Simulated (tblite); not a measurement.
# Run report: La$_{2}$O$_{3}$, single-point calculation

- system: La$_{2}$O$_{3}$ (P6/mmm, 5 atoms in the cell)
- method: GFN2-xTB tight binding on a periodic cluster of cells at the zone centre (tblite 0.8.0)

The structure derives from an entry of the Crystallography Open Database. The run did not end well. The geometry comes from this level: r2SCAN.

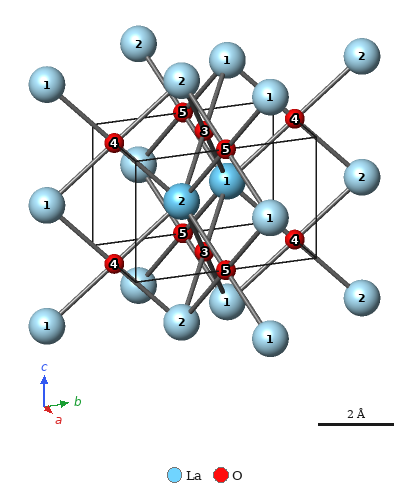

*The input geometry (ball-and-stick view of the cell of the calculation, seen slightly off an axis; neighbours outside the cell are drawn fainter; atoms are numbered from 1 in the order of the input). An atom can appear more than once, as a periodic image.*

Near neighbours in the periodic cell (some may lie outside the picture): La has 6 O at 2.46 Å; O has 4 La at 2.46 Å.

Outcome

| quantity | value |
| --- | --- |
| outcome | not converged |
| space group (tolerance 0.01 Å) | P6/mmm (191) |
| hardware | 1 thread of Arm Neoverse V2, 24 GiB of memory available, shared host |
| wall time | 8.9 s |
| peak memory | 0.11 GiB |

What went wrong

The run did not converge. Its last values are not results.

Input file
```python
import json
from ase import Atoms
from ase.build import make_supercell
from ase.units import Bohr, GPa, Hartree
from tblite.interface import Calculator

atoms = Atoms(['La', 'La', 'O', 'O', 'O'],
              cell=[[6.35459133, 0.0, 0.0], [-3.17729567, 5.50323753, 0.0], [0.0, 0.0, 3.27870908]],
              scaled_positions=[[0.333333333, 0.666666667, 0.500075793], [0.666666667, 0.333333333, 0.499924207], [0.500000017, 0.500000017, 0.0], [0.499999983, 0.0, 0.0], [0.0, 0.499999983, 0.0]],
              pbc=True)
cluster = make_supercell(atoms, [[2, 0, 0], [0, 2, 0], [0, 0, 3]])
calc = Calculator('GFN2-xTB', cluster.numbers, cluster.positions / Bohr, lattice=cluster.cell[:] / Bohr, periodic=cluster.pbc)
calc.set('temperature', 0.02 / Hartree)
calc.set('max-iter', 150)
res = calc.singlepoint()
levels = res.get('orbital-energies') * Hartree
nv = round(res.get('orbital-occupations').sum() / 2)
cells = len(cluster) // len(atoms)
out = {'energy_per_cell': res.get('energy') * Hartree / cells, 'homo': levels[nv - 1], 'lumo': levels[nv],
       'stress': (-res.get('virial') * Hartree / cluster.get_volume() / GPa).tolist(), 'charges': res.get('charges')[:len(atoms)].tolist(), 'electrons': 2 * nv / cells}
json.dump(out, open('results.json', 'w'))
for key, value in out.items():
    print(key, value)
```

Command:
```bash
python run.py
```

Log
```
------------------------------------------------------------
  cycle        total energy    energy error   density error
------------------------------------------------------------
      1     -167.8742387068  -1.6808543E+02   4.4134370E-01
      2     -176.4913733225  -8.6171346E+00   3.6156189E-01
      3     -176.5213054319  -2.9932109E-02   3.7379022E-01
      4     -176.3863378869   1.3496754E-01   3.9130962E-01
      5     -173.4431067448   2.9432311E+00   3.6159052E-01
      6     -168.7290274365   4.7140793E+00   7.9594962E+00
      7     -176.4264997324  -7.6974723E+00   2.7479876E-01
      8     -176.4995568727  -7.3057140E-02   3.5779442E-01
      9     -176.5012904425  -1.7335698E-03   3.6083667E-01
     10     -176.4933784949   7.9119476E-03   3.5791442E-01
     11     -176.4830735763   1.0304919E-02   4.0714828E-01
     12     -176.4981969930  -1.5123417E-02   4.2990387E-01
     13     -176.4923348316   5.8621613E-03   4.2433463E-01
     14     -176.4859390909   6.3957408E-03   4.1310216E-01
     15     -176.4674684882   1.8470603E-02   3.4030843E-01
     16     -176.4249658642   4.2502624E-02   2.5248208E-01
     17     -176.3741239305   5.0841934E-02   2.1167629E-01
     18     -176.3707502421   3.3736884E-03   2.1090998E-01
     19     -176.3964274455  -2.5677203E-02   2.2164581E-01
     20     -176.4170172046  -2.0589759E-02   2.3712068E-01
     21     -176.4135158116   3.5013931E-03   2.3421261E-01
     22     -176.4199390124  -6.4232008E-03   2.3971321E-01
     23     -176.4141542569   5.7847555E-03   2.3425844E-01
     24     -176.4087646886   5.3895683E-03   2.2994092E-01
     25     -176.3922850811   1.6479607E-02   2.1904184E-01
     26     -176.3940965118  -1.8114307E-03   2.2006093E-01
     27     -176.3848417781   9.2547337E-03   2.1542594E-01
     28     -176.3065889153   7.8252863E-02   2.3288889E-01
     29     -176.2547126302   5.1876285E-02   2.8765561E-01
     30     -176.2417147925   1.2997838E-02   3.0447617E-01
     31     -176.2457933739  -4.0785815E-03   2.9910080E-01
     32     -176.1737008980   7.2092476E-02   3.8824347E-01
     33     -175.9809294653   1.9277143E-01   5.9048839E-01
     34     -175.4511505197   5.2977895E-01   1.0289038E+00
     35     -174.5794562855   8.7169423E-01   1.6509508E+00
     36     -170.1261478958   4.4533084E+00   2.6696960E+00
     37     -169.3359777003   7.9017020E-01   2.3958978E+00
     38     -167.6840911081   1.6518866E+00   2.6523061E+00
     39     -156.0989835370   1.1585108E+01   4.6101899E+00
     40     -115.9784114140   4.0120572E+01   1.0154979E+01
     41     -83.09187626708   3.2886535E+01   9.7764406E+00
     42     -68.63131857086   1.4460558E+01   1.6760964E+01
     43     -7.014107351012   6.1617211E+01   3.8646030E+01
     44      138.1811571200   1.4519526E+02   1.4097306E+02
     45      232.2405889862   9.4059432E+01   6.7902693E+02
     46      252.2890034009   2.0048414E+01   3.3431368E+03
     47      291.4494512626   3.9160448E+01   1.5564044E+04
     48      450.0667389096   1.5861729E+02   6.8737941E+04
     49      516.4844474915   6.6417709E+01   2.8938262E+05
     50      532.7839270232   1.6299480E+01   1.1655825E+06
     51      534.4195883720   1.6356613E+00   4.5024135E+06
     52      534.7011499374   2.8156157E-01   1.6714420E+07
     53      534.7567924756   5.5642538E-02   5.9737417E+07
     54      534.7712752020   1.4482726E-02   2.0586305E+08
     55      534.7760622004   4.7869984E-03   6.8498825E+08
     56      534.7780561156   1.9939152E-03   2.2034408E+09
     57      534.7791048141   1.0486986E-03   6.8600888E+09
     58      534.7797732913   6.6847721E-04   2.0693203E+10
     59      534.7802578646   4.8457326E-04   6.0537317E+10
     60      534.7806380480   3.8018342E-04   1.7191595E+11
     61      534.7809520787   3.1403066E-04   4.7433168E+11
     62      534.7812215230   2.6944430E-04   1.2725485E+12
     63      534.7814601691   2.3864616E-04   3.3222015E+12
     64      534.7816776841   2.1751495E-04   8.4460171E+12
     65      534.7818813575   2.0367339E-04   2.0924277E+13
     66      534.7820770700   1.9571250E-04   5.0548027E+13
     67      534.7822699001   1.9283013E-04   1.1914660E+14
     68      534.7824645750   1.9467492E-04   2.7418138E+14
     69      534.7826658290   2.0125404E-04   6.1633384E+14
     70      534.7828787548   2.1292578E-04   1.3540886E+15
     71      534.7831091762   2.3042137E-04   2.9090524E+15
     72      534.7833640935   2.5491734E-04   6.1141982E+15
     73      534.7836522610   2.8816741E-04   1.2577990E+16
     74      534.7839849633   3.3270231E-04   2.5337138E+16
     75      534.7843770978   3.9213454E-04   4.9998841E+16
     76      534.7848487206   4.7162284E-04   9.6692028E+16
     77      534.7854273048   5.7858418E-04   1.8332117E+17
     78      534.7861510381   7.2373323E-04   3.4086211E+17
     79      534.7870737827   9.2274465E-04   6.2177175E+17
     80      534.7882725526   1.1987699E-03   1.1130094E+18
     81      534.7898589717   1.5864191E-03   1.9556743E+18
     82      534.7919970659   2.1380943E-03   3.3737958E+18
     83      534.7949312619   2.9341960E-03   5.7152370E+18
     84      534.7990311411   4.0998792E-03   9.5076843E+18
     85      534.8048642088   5.8330677E-03   1.5531679E+19
     86      534.8133165234   8.4523146E-03   2.4909325E+19
     87      534.8257974475   1.2480924E-02   3.9198993E+19
     88      534.8445973251   1.8799878E-02   6.0467443E+19
     89      534.8735358285   2.8938503E-02   9.1269154E+19
     90      534.9191958038   4.5659975E-02   1.3437215E+20
     91      534.9934307506   7.4234947E-02   1.9187329E+20
     92      535.1189422517   1.2551150E-01   2.6292197E+20
     93      535.3433513554   2.2440910E-01   3.3837249E+20
     94      535.7814803600   4.3812900E-01   3.8898613E+20
     95      536.7541063974   9.7262604E-01   3.4545631E+20
     96      541.3242723312   4.5701659E+00   3.2728974E+19
     97      340.5144736526  -2.0080980E+02   9.4206641E+20
     98      490.1236518389   1.4960918E+02   3.3948850E+21
     99      504.0232192753   1.3899567E+01   8.9682322E+21
    100      504.9842723379   9.6105306E-01   2.0866200E+22
    101      505.4155363458   4.3126401E-01   4.5179326E+22
    102      505.6553724848   2.3983614E-01   9.3221665E+22
    103      505.8041563850   1.4878390E-01   1.8557624E+23
    104      505.9040212349   9.9864850E-02   3.5897029E+23
    105      505.9746315204   7.0610286E-02   6.7775305E+23
    106      506.0265917540   5.1960234E-02   1.2527263E+24
    107      506.0660854816   3.9493728E-02   2.2715134E+24
    108      506.0969342324   3.0848751E-02   4.0467167E+24
    109      506.1216098205   2.4675588E-02   7.0910174E+24
    110      506.1417709137   2.0161093E-02   1.2232360E+25
    111      506.1585650632   1.6794149E-02   2.0787712E+25
    112      506.1728071943   1.4242131E-02   3.4820890E+25
    113      506.1850894563   1.2282262E-02   5.7518781E+25
    114      506.1958511524   1.0761696E-02   9.3731255E+25
    115      506.2054245800   9.5734276E-03   1.5073291E+26
    116      506.2140658918   8.6413118E-03   2.3927945E+26
    117      506.2219763243   7.9104326E-03   3.7504721E+26
    118      506.2293171451   7.3408207E-03   5.8055943E+26
    119      506.2362204215   6.9032764E-03   8.8771627E+26
    120      506.2427969205   6.5764991E-03   1.3410534E+27
    121      506.2491420946   6.3451741E-03   2.0018528E+27
    122      506.2553407409   6.1986463E-03   2.9532157E+27
    123      506.2614707685   6.1300277E-03   4.3061726E+27
    124      506.2676063994   6.1356308E-03   6.2068460E+27
    125      506.2738210414   6.2146421E-03   8.8445908E+27
    126      506.2801900552   6.3690137E-03   1.2460903E+28
    127      506.2867935735   6.6035183E-03   1.7358712E+28
    128      506.2937195859   6.9260124E-03   2.3911456E+28
    129      506.3010674778   7.3478919E-03   3.2571037E+28
    130      506.3089523011   7.8848233E-03   4.3873462E+28
    131      506.3175100595   8.5577583E-03   5.8440571E+28
    132      506.3269044657   9.3944063E-03   7.6975864E+28
    133      506.3373357467   1.0431281E-02   1.0025197E+29
    134      506.3490523182   1.1716571E-02   1.2908686E+29
    135      506.3623665188   1.3314201E-02   1.6430541E+29
    136      506.3776761443   1.5309626E-02   2.0668245E+29
    137      506.3954943514   1.7818207E-02   2.5686285E+29
    138      506.4164918374   2.0997486E-02   3.1525376E+29
    139      506.4415573167   2.5065479E-02   3.8188344E+29
    140      506.4718856839   3.0328367E-02   4.5622059E+29
    141      506.5091086698   3.7222986E-02   5.3694765E+29
    142      506.5554912673   4.6382597E-02   6.2168199E+29
    143      506.6142289936   5.8737726E-02   7.0664211E+29
    144      506.6898893660   7.5660372E-02   7.8626822E+29
    145      506.7889960917   9.9106726E-02   8.5285018E+29
    146      506.9203174575   1.3132137E-01   8.9638864E+29
    147      507.0905195530   1.7020210E-01   9.0589064E+29
    148      507.1961332909   1.0561374E-01   8.9146129E+29
    149      520.6830213013   1.3486888E+01   8.2457419E+29
    150      534.5535075388   1.3870486E+01   6.7617535E+29
------------------------------------------------------------

 total:                                   8.366 sec
tblite.exceptions.TBLiteRuntimeError: SCF not converged in 150 cycles
```
